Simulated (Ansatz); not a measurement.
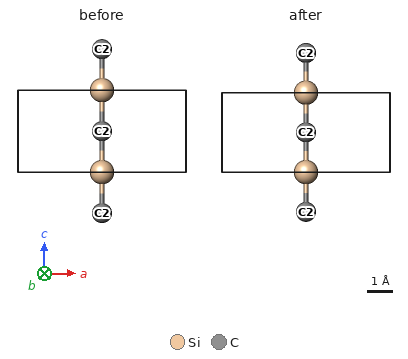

The structure of a wire of composition SiC before (left) and after (right) a relaxation, at one scale.

Style: ball-and-stick. Shown: the cell of the calculation, with the vacuum cut short, along the b axis.

Case: linear chain of atoms.

Theory: DFT PBE, scalar-relativistic, plane waves, PAW (Ansatz).

Input file:
```yaml
crystal:
  lattice:
    - [9.0, 0.0, 0.0]
    - [0.0, 9.3, 0.0]
    - [0.0, 0.0, 3.4136657345]
  atoms:
    - { symbol: Si, position: [0.5, 0.5, 0.0], spin: 0.5 }
    - { symbol: C, position: [0.5, 0.5, 0.5], spin: 0.5 }
basis:
  ecutwfc: 420
kpoints:
  mp_grid: { grid: [1, 1, 19] }
hamiltonian:
  xc: pbe
scf:
  occupations: { method: gaussian, width: 0.05 }
output:
  forces: true
  stress: true
  eigenvalues: true
  populations: true
  write_density: true
  write_potential: true
  elf: true
  volumetric_format: npy
magnetization:
  spin_polarized: true
relax:
  adjacent_minimum: "off"
  f_tol: 0.01
  max_steps: 45
  cell: { fix: [a, b, alpha, beta, gamma], stress_tol: 0.03 }
```

Launched with:
```bash
ansatz run input.yaml --threads 2 --pin off --max-ram 5120MiB --backend cpu --events-out ev --progress --plain --runs-dir out
```

### Describe what moved and what it gained.

After 3 accepted moves (4 points after the start) the energy has fallen by 0.107 eV per cell of the calculation. All forces vanish by symmetry, so only the cell relaxes. At 1 point the geometry stayed and the basis and grid were re-selected for the new cell (energy shift of 0.7 meV per cell of the calculation at most each time). No atom moves by more than 0.005 Å relative to the layer's centre. Along the periodic axis the drawn cell goes c 3.414 → 3.308 Å (−3.1 %). Near-neighbour distances that change, for instance: Si1–C2 1.707 → 1.654 Å. The program noted that the starting moments weren't kept.
